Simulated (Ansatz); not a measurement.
Start from this file.

```
Si W
1.0
     3.82489    0.00000    0.00000
    -1.91244    3.31245    0.00000
     0.00000    0.00000   29.28328
Si W
8 1
Direct
  0.66667 0.33333 0.29896
  0.33333 0.66667 0.32617
  0.33333 0.66667 0.40694
  0.66667 0.33333 0.43416
  0.66496 0.33504 0.51505
  0.33154 0.66846 0.54220
  0.32989 0.67011 0.62155
  0.66345 0.33655 0.66267
  0.33022 0.66978 0.70104
```

Q: Summarise the structure in words.

A: Chemical formula Si₈W. In the cell are 8 Si, 1 W, which makes 1 formula unit.

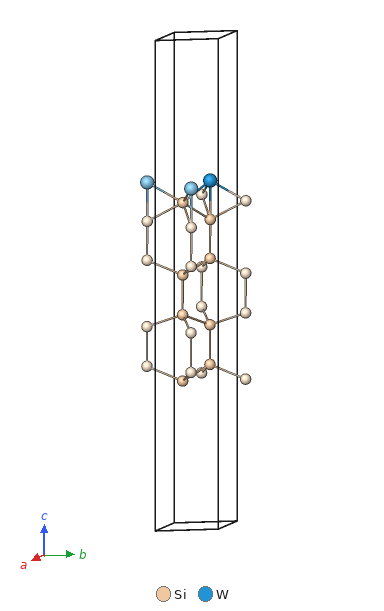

This ball-and-stick model is shown slightly off an axis. One simulation cell is framed, with atoms on its boundary repeated. Bonded atoms from the next cells complete the picture, in fainter colours. Colours: silicon light orange, tungsten blue.

It goes back to a structure listed in the Materials Project, from which a slab was cut and an adsorbate added. The atoms were relaxed in a fixed cell with Ansatz, DFT PBEsol, scalar-relativistic, plane waves, PAW, but for four held in place.
